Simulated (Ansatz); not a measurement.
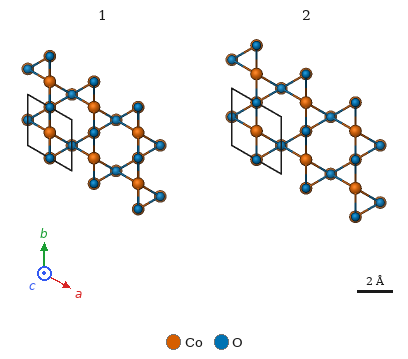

Two geometries of solid CoO (a generated structure, set up in P6_222) (coarse preliminary run), drawn at one scale. One is the start of a relaxation, the other its converged end. Style: ball-and-stick. Shown: the cell of the calculation, repeated 3 × 2 × 1 with one cell outlined, along the c axis.

The calculation used DFT PBE, scalar-relativistic, plane waves, PAW in Ansatz. Set-up: plane-wave cutoff 420 eV; k-point mesh 6 × 6 × 4; occupations gaussian; smearing width 0.1 eV; collinear spin; cell and atoms relaxed; force threshold 0.04 eV/Å; at most 70 steps.

Question: Which of the two is the end point?

Answer: Structure 2 is the relaxed one. The atoms keep their places relative to the cell (all moves are under 0.005 Å). The drawn cell changes as follows: a = b 2.925 → 3.278 Å (+12.1 %), c 6.406 → 5.970 Å (−6.8 %); the volume changes by +17.0 %. Near-neighbour distances that change, for instance: Co–O 1.811 → 1.917 Å. Among the angles between lasting bonds that change: Co–O–Co 107.7° → 117.5°, O–Co–O 107.7° → 117.5°, O–Co–O 91.2° → 84.5°. The space group stays P6_222 (No. 180). The energy falls by 1.719 eV per cell of the calculation in 7 accepted moves (9 points after the start). All forces vanish by symmetry, so only the cell relaxes. The pressure goes from 55.89 to 0.16 GPa. The SCF was repeated twice at an unchanged geometry on a basis and grid sized afresh for the cell, which shifted the energy by 0.179 eV per cell of the calculation at most. The program noted that the starting moments weren't kept. The run may lie on a higher electronic state than the lowest, so the end point isn't shown to be the ground-state structure. The run took 2.5 min on 1 thread of Arm Neoverse V2, with other jobs on the host, peak memory 0.35 GiB.
